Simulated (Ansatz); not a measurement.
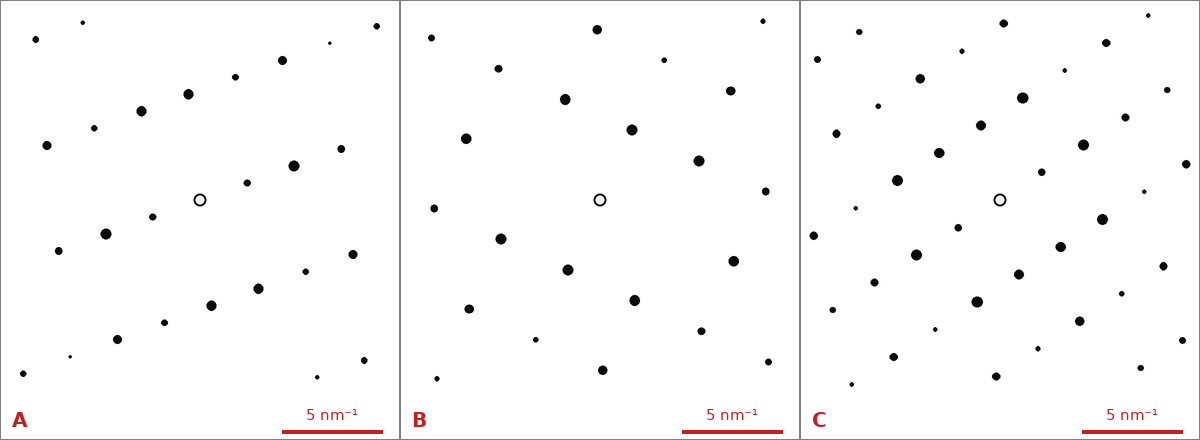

Computed electron diffraction patterns, 300 kV, single scattering only, B = 0.5 Å².

All three come from Os, space group Cmcm (No. 63), a = 2.75 Å, b = 7.99 Å, c = 2.72 Å. Structure: coordinates from a relaxation with DFT, PBEsol, plane waves (420 eV) with PAW, scalar-relativistic in Ansatz 0.2.0; the starting structure was generated, so it need not be a known form of this composition.

### Assign the zone axes [001], [101], [110] to A, B and C.

A is [101]: centred rectangular net of 0 2 0 at d = 4.00 Å and 1 1 -1 at d = 1.88 Å, at 76.4°. B is [110]: rectangular net of 0 0 1 (itself extinct) at d = 2.72 Å and 1 -1 0 at d = 2.60 Å, at 90.0°. C is [001]: centred rectangular net of 0 2 0 at d = 4.00 Å and 1 1 0 at d = 2.60 Å, at 71.0°.
